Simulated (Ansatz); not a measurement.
## Electronic structure of ZrSi$_{2}$O$_{6}$ in real space

Input file:

```
crystal:
  lattice:
    - [4.9871333733, -2.5039236027, -0.0021078262]
    - [4.9871333733, 2.5039236027, -0.0021078262]
    - [-0.1854132125, 0.0, 5.8956963565]
  atoms:
    - { symbol: Zr, position: [0.4572640071, 0.5427359929, 0.0] }
    - { symbol: Si, position: [0.5196215306, 0.9861049307, 0.6547608699] }
    - { symbol: Si, position: [0.0138950693, 0.4803784694, 0.3452391301] }
    - { symbol: O, position: [0.7919416057, 0.4311533578, 0.2025884385] }
    - { symbol: O, position: [0.306343915, 0.1539632941, 0.4309599769] }
    - { symbol: O, position: [0.5688466422, 0.2080583943, 0.7974115615] }
    - { symbol: O, position: [0.124798123, 0.6287370463, 0.1840156362] }
    - { symbol: O, position: [0.8460367059, 0.693656085, 0.5690400231] }
    - { symbol: O, position: [0.3712629537, 0.875201877, 0.8159843638] }
basis:
  ecutwfc: 420
kpoints:
  mp_grid: { grid: [6, 6, 4] }
  band_path:
    path:
      - [[0.0, 0.0, 0.0], [-0.31308427, 0.31308427, 0.0]]
      - [[-0.68691573, -0.31308427, 0.0], [-0.5, -0.5, 0.0], [0.0, 0.0, 0.0], [-0.5, -0.5, 0.5], [-0.69031387, -0.30968613, 0.5]]
      - [[-0.30968613, 0.30968613, 0.5], [0.0, 0.0, 0.5], [0.0, 0.0, 0.0]]
      - [[-0.5, 0.0, 0.5], [0.0, 0.0, 0.0], [-0.5, 0.0, 0.0]]
    npoints: 14
hamiltonian:
  xc: pbe
scf:
  occupations: { method: gaussian, width: 0.02 }
  n_extra_bands: 22
output:
  forces: true
  stress: true
  eigenvalues: true
  populations: true
  dos: { projected: true, de: 0.02, nscf_kmesh: { grid: [9, 9, 6] } }
  bader: true
  write_density: true
  write_potential: true
  elf: true
  volumetric_format: npy
```

Run with:

```sh
ansatz run input.yaml --threads 1 --pin off --max-ram 2560MiB --backend cpu --events-out ev --progress --plain --runs-dir out
```

Below, planes, directions and counts refer to the conventional cell (a = 9.97 Å, b = 5.01 Å, c = 5.90 Å, α = 90.00°, β = 91.83°, γ = 90.00°).

Space group C2; a structure generated by program, which may or may not match a known phase.

Method: DFT PBE, scalar-relativistic, plane waves, PAW in Ansatz 0.2.0.

The density is the valence pseudo-density of a PAW calculation; it isn't the true density close to the nuclei.

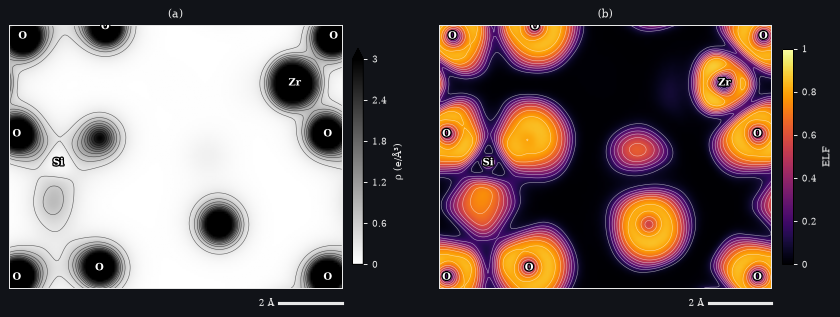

Figure 1. (a) valence pseudo-density; (b) electron localisation function on the (011) plane of the conventional cell.

### Interpret the plot.

Atoms in the plane: Zr, Si and O. Atoms just off the plane (Si, 0.7 Å away and O, 0.3 Å away) can leave unmarked features too. Si–O (1.63 Å): ρ is about 1.2 e/Å³ halfway; the ELF peaks at about 0.85 between the atoms; a polar covalent bond. Zr–O (1.96 Å): the density is about 0.92 e/Å³ at the midpoint; the ELF peaks at about 0.80 in the valence shell of O, 0.6 Å from its nucleus, and drops to about 0.25 between the two atoms: no localised pair shows between them. Between the atoms the lowest density in this plane is 0.003 e/Å³. The ELF also peaks beside O, away from the bonds: lone-pair regions. The features right at Zr lie inside the PAW spheres, where the map follows smoothed inner orbitals and isn't to be read closely.

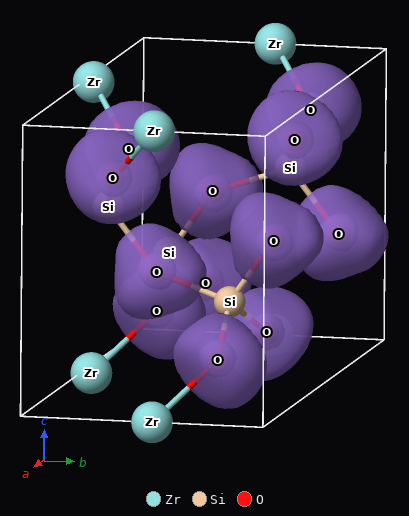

Figure 2. Isosurface of the electron localisation function at 0.7 (purple), seen slightly off an axis. Only the valence region is drawn (cores and ρ < 0.01 e/Å³ removed). Sticks mark near contacts.

### Where are the electrons localised?

The ELF exceeds this value in twelve regions on O in which the atom's valence shell and bonds are merged, counted in one cell of 18 atoms. Any copies at cell faces, edges or corners count once.

### How much charge does the calculation move between the atoms?

Electrons move from Zr and Si towards O. Bader charges: Zr +2.59, Si +3.27 and O −1.65 to −1.46 e.

### Metal or insulator at this level of theory?

It is gapped, with a Kohn–Sham gap of 5.2 eV on the k-point mesh (the band edges may lie off the mesh, which would make the gap smaller).
